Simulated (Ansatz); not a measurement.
TiSi$_{2}$

```
Ti Si
1.0
     3.51705    0.00000    0.00000
     0.00000   13.34825    0.00000
     0.00000    0.00000    3.55562
Ti Si
4 8
Direct
  0.00000 0.10248 0.75000
  0.50000 0.60248 0.75000
  0.00000 0.89752 0.25000
  0.50000 0.39752 0.25000
  0.00000 0.44001 0.75000
  0.50000 0.94001 0.75000
  0.00000 0.55999 0.25000
  0.50000 0.05999 0.25000
  0.00000 0.75028 0.75000
  0.50000 0.25028 0.75000
  0.00000 0.24972 0.25000
  0.50000 0.74972 0.25000
```

Space group Cmcm; a structure from a database of computed crystals, not necessarily the ambient phase; computed without spin polarisation.

These are results of DFT PBEsol, scalar-relativistic, plane waves, PAW in Ansatz, not measurements.

### What will maps of the valence pseudo-density and electron localisation function show?

Si–Si (2.39 Å): ρ is about 0.45 e/Å³ halfway; the ELF peaks at about 0.70 between the atoms.
Ti–Si (2.65 Å): ρ at the midpoint is about 0.3 e/Å³; the ELF peaks at about 0.75 in the valence shell of Si, 0.9 Å from its nucleus, and is about 0.40 at the midpoint.

### Metal or insulator at this level of theory?

It is gapless in this calculation (a metal or semimetal).

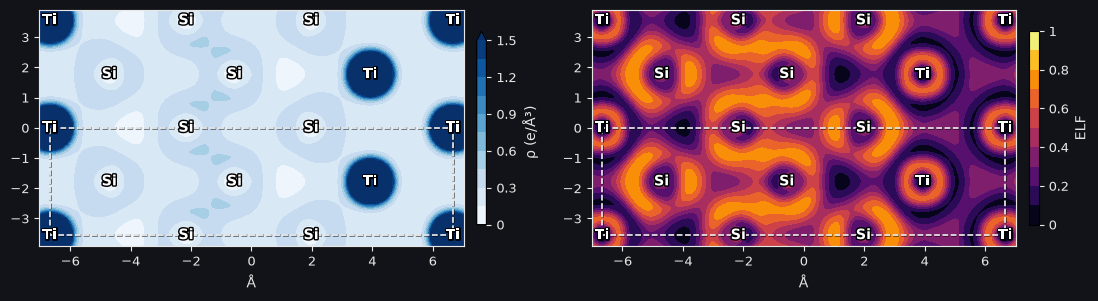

Computed valence pseudo-density and electron localisation function on the (100) plane of the conventional cell, in this order. 

Core electrons are frozen (PAW), and the valence fields are smoothed inside the atomic spheres.
